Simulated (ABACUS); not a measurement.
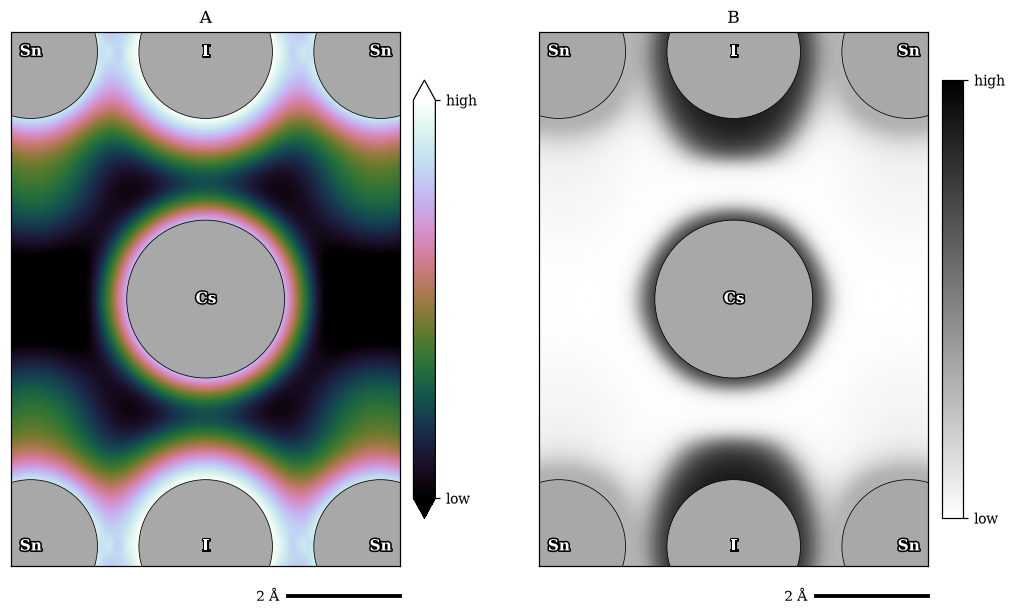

CsSnI₃: 2 fields on the (101̄) plane of the conventional cell, with unlabelled colour scales. Grey discs cover the atomic cores.

Space group Pm-3m.

Method: Kohn-Sham DFT of a periodic cell, PBEsol, Ansatz NC PBE (ABACUS).

**The panels show electron localisation function and valence pseudo-density in some order. Assign them.**

Panel A: valence pseudo-density. Panel B: electron localisation function. From the grid: Sn–I (3.10 Å): the density is about 0.21 e/Å³ at the midpoint; the ELF is about 0.40 at the midpoint. Cs–I (4.39 Å): ρ is about 0.03 e/Å³ halfway; the ELF is about 0.05 at the midpoint: an ionic contact with no shared pair.
